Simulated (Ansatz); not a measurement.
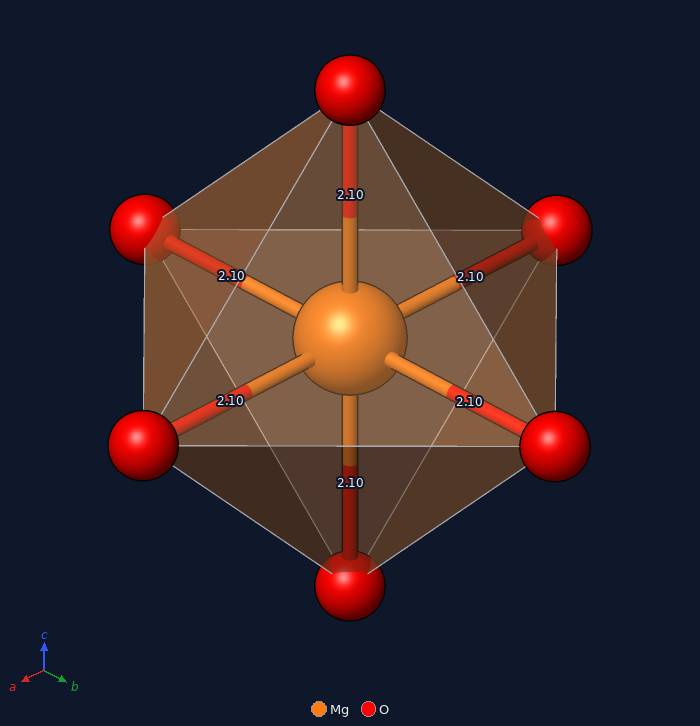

The MgO6 unit about Mg in MgO. Source: a calculation's input that goes back to an entry of the Crystallography Open Database (an earlier step may have relaxed or displaced it).

MgO, space group Fm-3m (No. 225), a = 4.204 Å, b = 4.204 Å, c = 4.204 Å, α = 90.00°, β = 90.00°, γ = 90.00°

```csv
site,Wyckoff,x,y,z
Mg,4a,0.0000,0.0000,0.0000
O,4b,0.5000,0.0000,0.0000
```

Compute the usual distortion measures of this polyhedron.

Answer. It is closest to the octahedron.

| measure | value |
| --- | --- |
| mean bond length | 2.102 Å |
| bond-length distortion index (Baur) | 0.000 |
| effective coordination number (Hoppe) | 6.00 |
| shape measure against the octahedron | 0.00 |
| shape measure against the trigonal prism | 16.74 |
| centre off the ligands' centroid by | 0.00 Å |
| polyhedral volume | 12.39 Å³ |
| quadratic elongation | 1.000 |
| bond-angle variance | 0.0 deg² |
